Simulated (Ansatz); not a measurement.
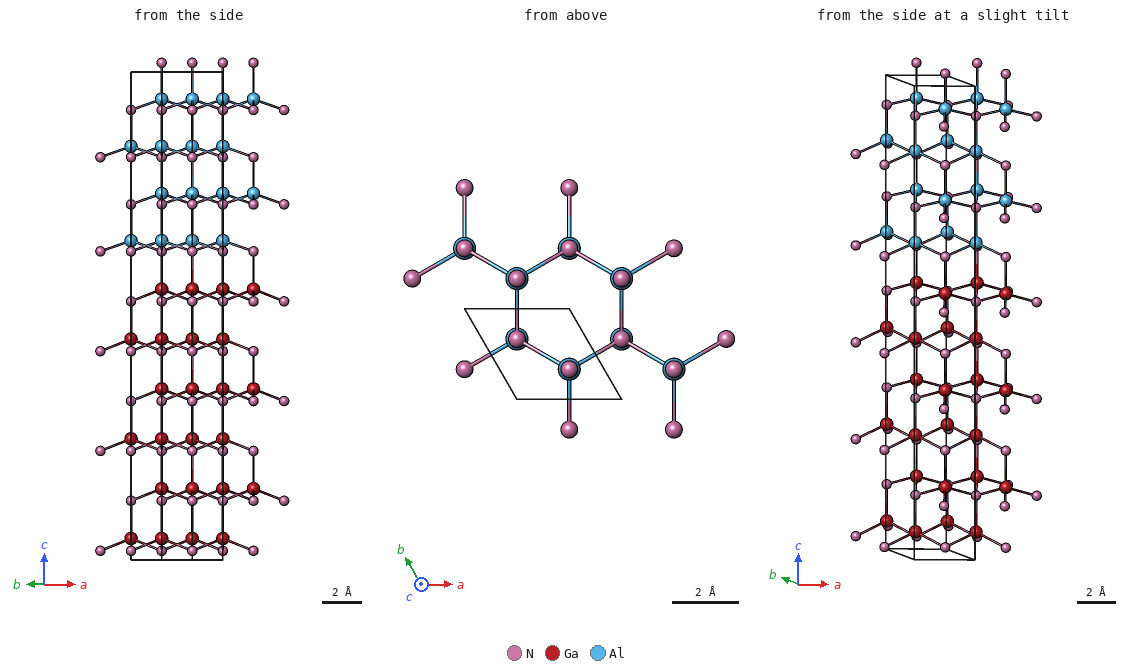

A ball-and-stick picture of a periodic stack of two materials, seen from the side, from above and from the side at a slight tilt; the box is the simulation cell in a reduced setting, and 2×2 cells are drawn in the plane (a layer on the cell's face shows at both ends).

What is joined to what, and on which faces?

GaN (0 0 1) (P6_3mc, 12 atoms) and AlN (0 0 1) (P6_3mc, 8 atoms).

Give the in-plane cell and the period of the stack.

The in-plane vectors are 3.22 and 3.22 Å long, those of GaN, to which AlN is strained; the stack repeats after 25.6 Å.

The atoms and the stacking vector were relaxed with DFT PBE, scalar-relativistic, plane waves, PAW (Ansatz 0.2.0), the in-plane cell held. The two parents, named as they started, are listed structures, not always the stable forms, and thin layers can change their stacking on relaxation.
